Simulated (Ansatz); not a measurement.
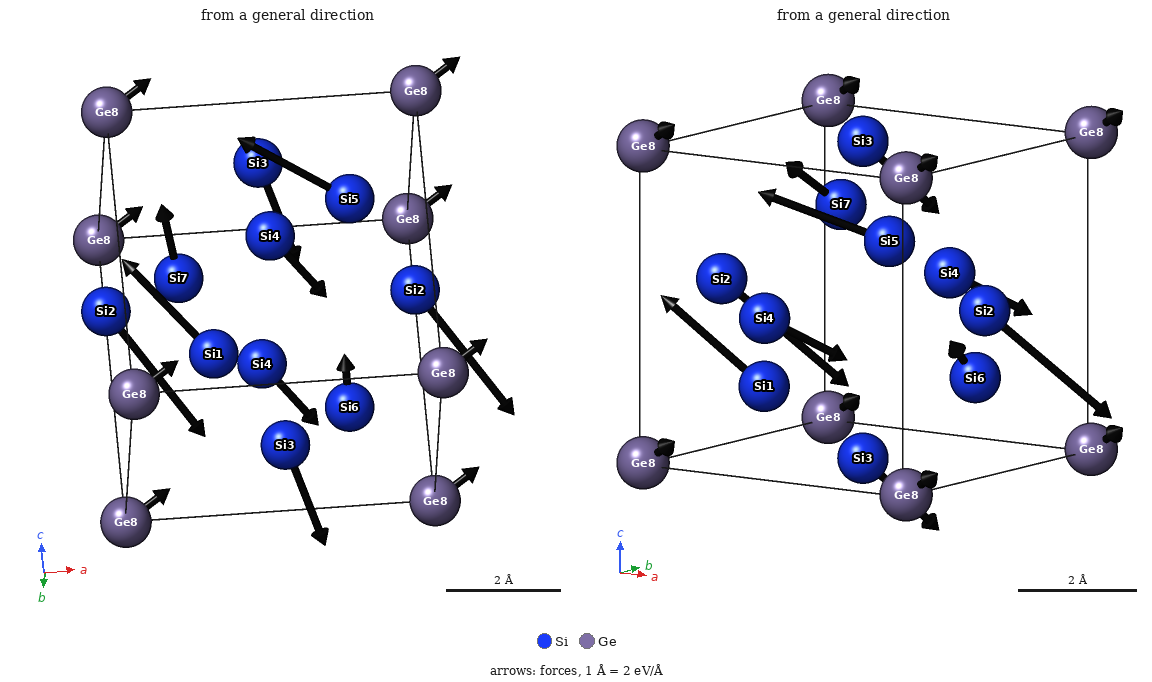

We look at a spheres-only model of the crystal from two general directions. The wireframe shows the simulation cell. The arrows are the computed forces on the atoms.

System: Si$_{7}$Ge. All computed values are from DFT PBEsol, scalar-relativistic, plane waves, PAW (Ansatz). Settings: wavefunction cutoff 420 eV, Brillouin-zone sampling on a 6×6×6 mesh, Gaussian smearing of 0.03 eV, no spin polarisation.

**Do the forces show a relaxed structure?**

No. The atoms still feel forces of up to about 5 eV/Å, far above a usual threshold of 0.01 to 0.03 eV/Å.

**Which atom is furthest from force balance?**

Si2, about 5 eV/Å.

**Give the mean magnitude of the force by element.**

Mean magnitudes: about Si 3.2 eV/Å, Ge 1.1 eV/Å.

The model was built from a structure listed in the Materials Project. The cell was then strained or its atoms displaced on purpose. An electronic-structure calculation with Ansatz was run on it.
